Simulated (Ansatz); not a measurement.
System: Si$_{2}$Mo.

Space group P6_222; the calculation finds a residual pressure of about 4 GPa at this fixed cell. The cell comes from a database of computed structures, not from a measurement.

```
Si Mo
1.0
     4.58547    0.00000    0.00000
    -2.29274    3.97113    0.00000
     0.00000    0.00000    6.57976
Si Mo
6 3
Direct
  0.16387 0.83613 0.83333
  0.32775 0.16387 0.16667
  0.83613 0.67225 0.50000
  0.83613 0.16387 0.83333
  0.67225 0.83613 0.16667
  0.16387 0.32775 0.50000
  0.50000 0.00000 0.50000
  0.00000 0.50000 0.16667
  0.50000 0.50000 0.83333
```

Computed with Ansatz 0.2.0, DFT PBE, scalar-relativistic, plane waves, PAW.

> Which states lie at the band edges, or at the Fermi level if it is a metal?

The top of the valence band: Mo 4d (85 %) and Si 3p (10 %) by Löwdin projection on a minimal orbital set; in space Mo about 70 % and Si about 30 %. The bottom of the conduction band: Mo 4d (65 %), Si 3p (25 %) and Si 3s (10 %) by Löwdin projection on a minimal orbital set; in space Mo about 60 % and Si about 40 %.

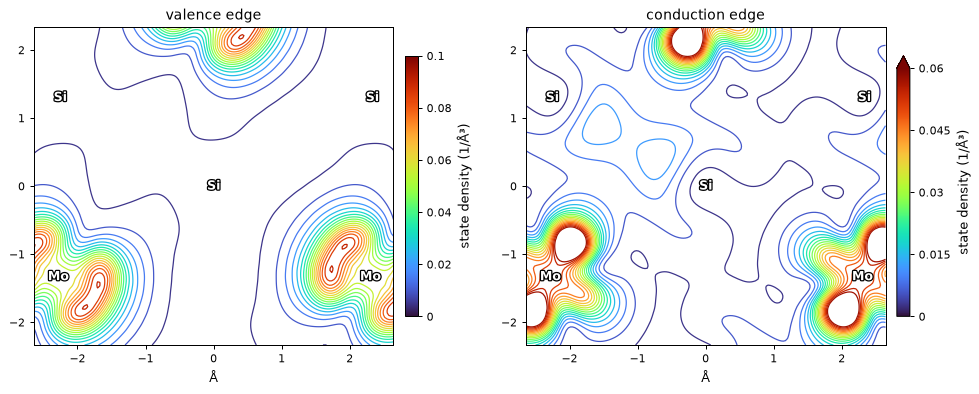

Computed densities of these states (windows −0.6 to 0.0 eV and +0.2 to +0.8 eV about the valence-band maximum) on the (001) plane of the conventional cell.

Core electrons are frozen (PAW), so the fields are smoothed inside the atomic spheres.

The run took 8.3 s on 2 threads of Intel(R) Xeon(R) 6975P-C (Granite Rapids) (shared host), peak memory 0.57 GiB.
